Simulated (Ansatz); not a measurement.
# Run report: Sc3Al5N8, geometry relaxation (part 2 of 2)

Sc3Al5N8 (16 atoms in the cell); DFT PBEsol, scalar-relativistic, plane waves, PAW, no spin polarisation (Ansatz 0.2.0); cutoff 420 eV, 6×4×4 k-mesh, Gaussian smearing of 0.02 eV. The structure was built on a prototype by a generator; it need not be a known phase.

Geometry of the input (Å; fractional positions):
```
-0.0089  -0.0051  -4.9616
3.3555  5.7090  0.0111
3.2664  -5.6575  0.0000
Sc 0.0171  0.1594  0.3250
Sc 0.0171  0.1594  0.8344
Al 0.0075  0.6638  0.3319
Al 0.0060  0.6711  0.8356
Sc 0.5157  0.3469  0.6734
Al 0.5035  0.3391  0.1695
Al 0.5056  0.8298  0.6651
Al 0.5056  0.8298  0.1647
N  0.5884  0.1566  0.3160
N  0.5884  0.1566  0.8406
N  0.6202  0.6670  0.3335
N  0.6252  0.6942  0.8471
N  0.0889  0.3526  0.6763
N  0.1235  0.3557  0.1778
N  0.1236  0.8090  0.6533
N  0.1236  0.8090  0.1556
```

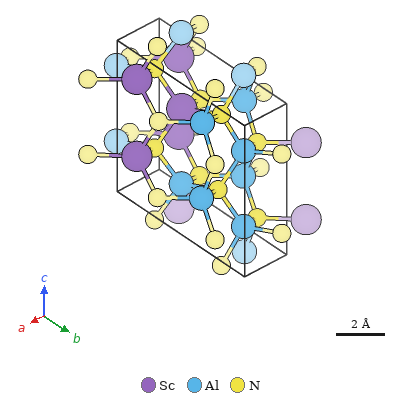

**Figure 1.** The geometry at step 3 of the log (ball-and-stick view of the cell of the calculation, seen slightly off an axis; neighbours outside the cell are drawn fainter).

**Log, continued**
```
SCF iter   1: F=—  HF=-12008.915102 eV  |F-HF|=—  |Δ(HF+E_count)|=         —  Δρ=1.41e-5  dr2=6.93e-8  ethr=1.60e-7  ⟨swp⟩=3.4  Hψ=13496  notcnv=0
eigensolver tolerance schedule: the retry pair's looser diagonalisation over-reported the residual by 2033.90 of it (diagonalisation noise at 0.12 of the residual, at the tolerance the schedule requests for it); recorded, not acted on — ethr = c·dr2/N_el stays at c = 1.0e-1
preconditioner: auto → Resta (q_TF=auto, 2.408 Å⁻¹)  ε∞=5.7  [insulator: Δε(μ)=3.140 eV  Ē_g=10.084 eV  σ=0.020 eV  W_gap=1.00  n_scr=44 (ndim 8)  ℏωp=21.8 eV  f_vac=0.000  D(μ)=0.00/eV (n_scr^D=0)  ε∞_Penn≈5.7]
SCF iter   2: F=—  HF=-12008.914846 eV  |F-HF|=—  |Δ(HF+E_count)|=   2.57e-4  Δρ=7.08e-6  dr2=1.96e-8  ethr=7.88e-11  ⟨swp⟩=3.0  Hψ=4090  notcnv=0
SCF iter   3: F=—  HF=-12008.914846 eV  |F-HF|=—  |Δ(HF+E_count)|=   2.15e-8  Δρ=3.58e-6  dr2=3.87e-9  ethr=2.22e-11  ⟨swp⟩=2.4  Hψ=2795  notcnv=0
SCF iter   4: F=—  HF=-12008.914846 eV  |F-HF|=—  |Δ(HF+E_count)|=   8.21e-9  Δρ=7.08e-7  dr2=8.38e-10  ethr=4.39e-12  ⟨swp⟩=2.0  Hψ=3128  notcnv=0
SCF iter   5: F=-12008.914846 eV  HF=-12008.914846 eV  |F-HF|=1.82e-12  |Δ(HF+E_count)|=  1.07e-10  Δρ=1.01e-7  dr2=1.70e-11  ethr=1.00e-12  ⟨swp⟩=4.5  Hψ=9341  notcnv=0
SCF 5 converged in 5 iterations: F = -12008.914846 eV  dr2 = 1.70e-11
relax step   5: F+E_penalty+E_count = -12008.91484589 eV  Δ(F+E_penalty+E_count) = +9.478e-4 eV  max|allowed force component| = 2.607e-3 eV/Å  Δτ_max = 0.0000 Å  P = -0.026 GPa  Ω = 186.354 Å³  stress off target by 4.40e-2 GPa  SCF on the basis re-selected at this cell (its energy is not comparable with the rows above)  (5 SCF iters)
basis re-selected at this cell: Δ(F+E_penalty+E_count) = +9.478e-4 eV, ΔP = -0.009 GPa vs the last step (what re-selecting the basis moved, of the pressure what is left beyond the Pulay correction that the steps carried, after the strain that the cell walked since its last selection, with what the two solves' SCF thresholds leave and, on support functions, any second-order correction that the steps lacked; it is no measure of the basis error at this ecutwfc). This SCF's stress stands 4.40e-2 GPa from its target on what of the cell is left free (relax.cell.stress_tol is 5.00e-2 GPa) and its largest allowed force component is 2.61e-3 eV/Å (relax.f_tol is 5.00e-3 eV/Å): within both
SCF converged after 5 iterations
Free energy (F): -12008.914846 eV
Harris-Foulkes:  -12008.914846 eV  (|F-HF|=1.82e-12)
Internal energy: -12008.914846 eV  (E = F + TS)
E sigma→0 (E₀):  -12008.914846 eV
Fermi energy:    9.405413 eV
--- Per-component energies (eV) ---
  E_band       = -351.278960
  E_kinetic    = 1976.239743
  E_local      = -4647.921029  (includes V_loc(G=0)·N_el)
  E_nonlocal   = 659.840212
  E_hartree    = 1668.312855
  E_xc         = -997.136656
  E_vxc        = -1157.958923  (∫ρ·V_xc dr)
  E_paw        = -6049.546250  (= ΣΔE_a)
  E_vpaw       = -518.105341  (= ΣTr[D̂ρ^β])
  E_aug_tail   = 0.000779  (compensation charges beyond the density's cutoff)
  E_ewald      = -4619.412060
  E_core_change = 0.707561  (= ΣΔE_core)
  E_smearing   = -0.000000  (= −TS)
  E_closure    = -0.000000  (closes the sum)
  Σ components = -12008.914846   (vs F -12008.914846, Δ=0.00e0)
--- Forces (eV/Å), atoms counted from 1 ---
  atom   1  Sc     0.00015051     0.00148316    -0.00161594
  atom   2  Sc     0.00135971    -0.00061123    -0.00161594
  atom   3  Al    -0.00161300    -0.00093127    -0.00121541
  atom   4  Al    -0.00216834    -0.00125189     0.00037507
  atom   5  Sc     0.00009405     0.00005430    -0.00080800
  atom   6  Al    -0.00260671    -0.00150498     0.00170254
  atom   7  Al     0.00193280    -0.00043067     0.00197146
  atom   8  Al     0.00059343     0.00188918     0.00197146
  atom   9  N      0.00052574     0.00052444    -0.00022754
  atom  10  N      0.00071705     0.00019308    -0.00022754
  atom  11  N     -0.00105835    -0.00061104     0.00027529
  atom  12  N     -0.00068772    -0.00039705     0.00069151
  atom  13  N      0.00151133     0.00087257     0.00001371
  atom  14  N      0.00008782     0.00005070    -0.00082946
  atom  15  N      0.00123748    -0.00079960    -0.00021675
  atom  16  N     -0.00007373     0.00147149    -0.00021675
  max |Σ_I F_I| component: 2.77e-5 eV/Å
--- Stress (GPa, compression-positive) ---
       -0.036341       0.004432      -0.000322
        0.004432      -0.041459      -0.000186
       -0.000324      -0.000187       0.000162
  P = ⅓ Tr σ = -0.0259 GPa (-0.259 kbar)
--- Band table (eV; the first three rows and the last of 34) ---
  k-point 0: bands = ["-38.9322", "-38.8409", "-38.8205", "-17.9756", "-17.9038", "-17.8406", "-17.7878", "-17.7238", "-17.6829", "-17.6537", "-17.6054", "-17.5865", "-6.3725", "-4.8790", "-4.6511", "-4.6382", "-4.3882", "-4.0669", "-3.9841", "-3.9179", "2.8717", "2.9933", "3.2287", "3.5933", "4.3390", "4.6379", "5.0206", "5.1195", "5.3591", "5.6747", "5.8433", "6.0541", "6.2104", "6.3523", "6.6583", "6.7938", "6.9260", "6.9796", "7.0743", "7.1812", "7.2831", "7.4864", "7.7593", "7.8354", "11.2683", "11.4653", "11.5116", "11.7990", "11.8227", "12.1155", "12.3451", "13.1056", "13.1107", "13.2962", "13.4802", "14.0270", "14.1055", "14.4260", "14.4654", "14.9206"]
  k-point 1: bands = ["-38.9316", "-38.8393", "-38.8227", "-17.9379", "-17.8952", "-17.8409", "-17.7888", "-17.7206", "-17.6940", "-17.6617", "-17.6275", "-17.5975", "-6.2079", "-5.2091", "-4.7069", "-4.4997", "-4.3269", "-4.1087", "-3.9812", "-3.9100", "3.0457", "3.1882", "3.4559", "3.9337", "4.2363", "4.4925", "4.9778", "5.0409", "5.2504", "5.3545", "5.8714", "5.9387", "6.1470", "6.4211", "6.5330", "6.6167", "6.8329", "6.9739", "7.0459", "7.1740", "7.2646", "7.5087", "7.6431", "7.7851", "11.2294", "11.5232", "11.6654", "11.8226", "12.0817", "12.3574", "12.5849", "13.0377", "13.2230", "13.2715", "13.4706", "13.8918", "14.1942", "14.4727", "14.6209", "14.8608"]
  k-point 2: bands = ["-38.9311", "-38.8371", "-38.8254", "-17.9086", "-17.8599", "-17.8329", "-17.7950", "-17.7336", "-17.7046", "-17.6774", "-17.6646", "-17.5913", "-5.8478", "-5.6705", "-4.7179", "-4.4816", "-4.2164", "-4.1588", "-3.9786", "-3.9316", "3.3996", "3.5576", "3.6390", "4.0743", "4.2029", "4.4872", "4.7392", "4.9043", "5.0114", "5.0964", "5.7578", "5.8407", "6.0944", "6.2726", "6.5062", "6.5915", "6.7155", "6.9079", "7.0106", "7.3602", "7.3783", "7.5067", "7.5843", "7.6733", "11.0847", "11.4749", "11.6450", "11.9520", "12.3015", "12.7101", "12.8627", "13.0764", "13.1010", "13.4639", "13.5019", "13.9259", "13.9895", "14.4660", "14.7787", "15.0123"]
  k-point 33: bands = ["-38.9248", "-38.8482", "-38.8204", "-18.0439", "-17.9051", "-17.8645", "-17.8006", "-17.6698", "-17.6652", "-17.6369", "-17.6019", "-17.5972", "-5.3207", "-5.1666", "-4.8856", "-4.5535", "-4.4942", "-4.3463", "-4.0600", "-3.9592", "2.7162", "2.7851", "3.2599", "3.8469", "3.9627", "4.6221", "4.8704", "5.1913", "5.2298", "5.4078", "5.9283", "5.9919", "6.1838", "6.1870", "6.3629", "6.3700", "6.8460", "7.0631", "7.1186", "7.1567", "7.2323", "7.4039", "7.4702", "7.5411", "11.8221", "12.2837", "12.4769", "12.5011", "12.7486", "12.8896", "13.1709", "13.2055", "13.2316", "13.4635", "13.7968", "13.8522", "14.2264", "14.6663", "14.7155", "15.1431"]
--- Relaxed structure (4 steps of the walk, 4 accepted, 1 SCFs on fresh bases) ---
  F+E_penalty+E_count = -12008.91484589 eV   max|allowed force component| = 2.607e-3 eV/Å   (the final SCF, on the basis selected at the relaxed cell)
  cell:  # Å, volume = 186.3541 Å³
    - [-0.00871047845892721, -0.005028997054900455, -4.950974240813587]
    - [3.3572062803995317, 5.709639996803122, 0.010841727644288176]
    - [3.2660901434952647, -5.657034070605517, -3.2172110881814425e-11]
  atoms:
    - { symbol: Sc, position: [0.017455450225998946, 0.15930274486911838, 0.32494446955019907] }
    - { symbol: Sc, position: [0.017455450225998946, 0.15930274486911836, 0.8343582753189193] }
    - { symbol: Al, position: [0.00797532323086121, 0.663743466670427, 0.33187173333521364] }
    - { symbol: Al, position: [0.006119403975267033, 0.6713251113576431, 0.8356625556788216] }
    - { symbol: Sc, position: [0.5163509286121115, 0.3470312187721365, 0.6735156093860681] }
    - { symbol: Al, position: [0.5037172180198518, 0.3393924523732625, 0.16969622618663122] }
    - { symbol: Al, position: [0.5059633889159735, 0.829673174985578, 0.6651127539740763] }
    - { symbol: Al, position: [0.5059633889159734, 0.829673174985578, 0.16456042101150203] }
    - { symbol: N, position: [0.5878206518160978, 0.15664426736073517, 0.3159732206960993] }
    - { symbol: N, position: [0.5878206518160979, 0.15664426736073503, 0.8406710466646357] }
    - { symbol: N, position: [0.6203835352952007, 0.6669043961843133, 0.3334521980921568] }
    - { symbol: N, position: [0.6249390508390308, 0.6942883822603101, 0.8471441911301552] }
    - { symbol: N, position: [0.08805623305633369, 0.3525445196545447, 0.6762722598272722] }
    - { symbol: N, position: [0.1229926508577345, 0.35543464045733564, 0.17771732022866787] }
    - { symbol: N, position: [0.12349333699873341, 0.8090477190195806, 0.6534047115474428] }
    - { symbol: N, position: [0.12349333699873341, 0.8090477190195807, 0.15564300747213797] }
```

**Trajectory as extended XYZ (Å, eV, eV/Å), 5 frames, from step=1 to step=5**
```
16
Lattice="-0.0089 -0.0051 -4.9616 3.3555 5.7090 0.0111 3.2664 -5.6575 0.0000" Properties=species:S:1:pos:R:3:forces:R:3 step=1 energy=-12008.91427 pressure_GPa=-0.29
Sc    1.5965   -0.9287   -0.0830   -0.0084   0.0035   0.0040
Sc    3.2604   -3.8106   -0.0830   -0.0012  -0.0091   0.0040
Al    3.3115    1.9119   -0.0300    0.0012   0.0007   0.0005
Al    4.9812   -0.8958   -0.0221    0.0165   0.0095   0.0127
Sc    3.3591   -1.8323   -2.5546    0.0135   0.0078  -0.0168
Al    1.6870    0.9740   -2.4942    0.0202   0.0117   0.0032
Al    4.9525    0.9717   -2.4996   -0.0133  -0.0188   0.0044
Al    3.3178    3.8032   -2.4996   -0.0229  -0.0021   0.0044
N     1.5524   -0.8967   -2.9177    0.0069   0.0083   0.0063
N     3.2660   -3.8648   -2.9177    0.0106   0.0018   0.0063
N     3.3218    1.9179   -3.0700   -0.0080  -0.0046  -0.0278
N     5.0909   -0.8324   -3.0945   -0.0048  -0.0028   0.0009
N     3.3912   -1.8138   -0.4372   -0.0131  -0.0075   0.0134
N     1.7733    1.0238   -0.6086   -0.0345  -0.0199   0.0037
N     4.8474    0.9215   -0.6044    0.0251  -0.0002  -0.0095
N     3.2218    3.7372   -0.6044    0.0124   0.0218  -0.0095
16
Lattice="-0.0087 -0.0050 -4.9585 3.3550 5.7075 0.0109 3.2654 -5.6558 0.0000" Properties=species:S:1:pos:R:3:forces:R:3 step=2 energy=-12008.91528 pressure_GPa=-0.09
Sc    1.5955   -0.9287   -0.0817    0.0008   0.0024  -0.0097
Sc    3.2589   -3.8097   -0.0817    0.0025  -0.0005  -0.0097
Al    3.3105    1.9113   -0.0323   -0.0004  -0.0002   0.0070
Al    4.9803   -0.8951   -0.0226    0.0061   0.0035   0.0064
Sc    3.3590   -1.8312   -2.5531   -0.0022  -0.0013  -0.0098
Al    1.6878    0.9745   -2.4926    0.0042   0.0024   0.0007
Al    4.9512    0.9716   -2.4992   -0.0008  -0.0104   0.0072
Al    3.3170    3.8021   -2.4992   -0.0094   0.0045   0.0072
N     1.5525   -0.8960   -2.9144    0.0016   0.0039  -0.0001
N     3.2657   -3.8633   -2.9144    0.0042  -0.0005  -0.0001
N     3.3213    1.9176   -3.0704   -0.0063  -0.0037   0.0000
N     5.0896   -0.8320   -3.0927    0.0070   0.0041  -0.0009
N     3.3898   -1.8134   -0.4355   -0.0004  -0.0002   0.0125
N     1.7714    1.0227   -0.6074   -0.0032  -0.0019  -0.0004
N     4.8472    0.9216   -0.6048    0.0003  -0.0047  -0.0051
N     3.2218    3.7370   -0.6048   -0.0039   0.0026  -0.0051
16
Lattice="-0.0087 -0.0050 -4.9563 3.3554 5.7070 0.0108 3.2647 -5.6547 0.0000" Properties=species:S:1:pos:R:3:forces:R:3 step=3 energy=-12008.91568 pressure_GPa=0.01
Sc    1.5953   -0.9284   -0.0826    0.0003   0.0004  -0.0046
Sc    3.2584   -3.8090   -0.0826    0.0005   0.0001  -0.0046
Al    3.3103    1.9112   -0.0322    0.0011   0.0006   0.0032
Al    4.9803   -0.8944   -0.0222    0.0025   0.0015  -0.0004
Sc    3.3587   -1.8306   -2.5527   -0.0002  -0.0001  -0.0094
Al    1.6881    0.9746   -2.4919    0.0024   0.0014  -0.0026
Al    4.9512    0.9717   -2.4980   -0.0010  -0.0051   0.0008
Al    3.3171    3.8020   -2.4980   -0.0049   0.0016   0.0008
N     1.5523   -0.8956   -2.9133    0.0003   0.0001   0.0054
N     3.2653   -3.8626   -2.9133    0.0002   0.0002   0.0054
N     3.3212    1.9175   -3.0686   -0.0038  -0.0022  -0.0002
N     5.0895   -0.8314   -3.0909    0.0041   0.0024   0.0002
N     3.3898   -1.8127   -0.4346    0.0010   0.0006   0.0081
N     1.7713    1.0227   -0.6072    0.0033   0.0019   0.0016
N     4.8471    0.9218   -0.6043   -0.0025  -0.0021  -0.0018
N     3.2219    3.7368   -0.6043   -0.0031  -0.0011  -0.0018
16
Lattice="-0.0087 -0.0050 -4.9510 3.3572 5.7096 0.0108 3.2661 -5.6570 0.0000" Properties=species:S:1:pos:R:3:forces:R:3 step=4 energy=-12008.91579 pressure_GPa=-0.02
Sc    1.5960   -0.9287   -0.0847    0.0001   0.0015  -0.0016
Sc    3.2597   -3.8105   -0.0847    0.0014  -0.0006  -0.0016
Al    3.3122    1.9123   -0.0323   -0.0016  -0.0009  -0.0012
Al    4.9831   -0.8944   -0.0230   -0.0022  -0.0012   0.0004
Sc    3.3603   -1.8313   -2.5527    0.0001   0.0000  -0.0008
Al    1.6893    0.9753   -2.4902   -0.0026  -0.0015   0.0017
Al    4.9533    0.9720   -2.4960    0.0019  -0.0004   0.0020
Al    3.3184    3.8037   -2.4960    0.0006   0.0019   0.0020
N     1.5528   -0.8960   -2.9086    0.0005   0.0005  -0.0003
N     3.2665   -3.8643   -2.9086    0.0007   0.0002  -0.0003
N     3.3226    1.9183   -3.0643   -0.0010  -0.0006   0.0003
N     5.0923   -0.8313   -3.0865   -0.0007  -0.0004   0.0007
N     3.3916   -1.8132   -0.4321    0.0015   0.0009   0.0000
N     1.7726    1.0234   -0.6051    0.0001   0.0000  -0.0008
N     4.8491    0.9224   -0.6026    0.0012  -0.0008  -0.0002
N     3.2234    3.7383   -0.6026   -0.0001   0.0015  -0.0002
16
Lattice="-0.0087 -0.0050 -4.9510 3.3572 5.7096 0.0108 3.2661 -5.6570 0.0000" Properties=species:S:1:pos:R:3:forces:R:3 step=5 energy=-12008.91485 pressure_GPa=-0.03
Sc    1.5960   -0.9287   -0.0847    0.0002   0.0015  -0.0016
Sc    3.2597   -3.8105   -0.0847    0.0014  -0.0006  -0.0016
Al    3.3122    1.9123   -0.0323   -0.0016  -0.0009  -0.0012
Al    4.9831   -0.8944   -0.0230   -0.0022  -0.0013   0.0004
Sc    3.3603   -1.8313   -2.5527    0.0001   0.0001  -0.0008
Al    1.6893    0.9753   -2.4902   -0.0026  -0.0015   0.0017
Al    4.9533    0.9720   -2.4960    0.0019  -0.0004   0.0020
Al    3.3184    3.8037   -2.4960    0.0006   0.0019   0.0020
N     1.5528   -0.8960   -2.9086    0.0005   0.0005  -0.0002
N     3.2665   -3.8643   -2.9086    0.0007   0.0002  -0.0002
N     3.3226    1.9183   -3.0643   -0.0011  -0.0006   0.0003
N     5.0923   -0.8313   -3.0865   -0.0007  -0.0004   0.0007
N     3.3916   -1.8132   -0.4321    0.0015   0.0009   0.0000
N     1.7726    1.0234   -0.6051    0.0001   0.0001  -0.0008
N     4.8491    0.9224   -0.6026    0.0012  -0.0008  -0.0002
N     3.2234    3.7383   -0.6026   -0.0001   0.0015  -0.0002
```

**Results in brief**

```csv
quantity,value
outcome,converged
space group (tolerance 0.01 Å),Cm (8)
electrons treated,88
free energy,−12008.9148 eV
Fermi energy,9.405 eV
gap on the k-point mesh,3.14 eV
pressure,−0.03 GPa
final volume,186.35 Å³
largest force (length of the vector) at the end,0.003 eV/Å
final cell,"a = 4.951 Å, b = 6.624 Å, c = 6.532 Å, α = 119.54°, β = 90.00°, γ = 90.20°"
hardware,"4 threads of AMD EPYC (Zen 3), 24 GiB of memory available, shared host"
wall time,43 s (CPU time 2.8 min)
peak memory,0.81 GiB
```
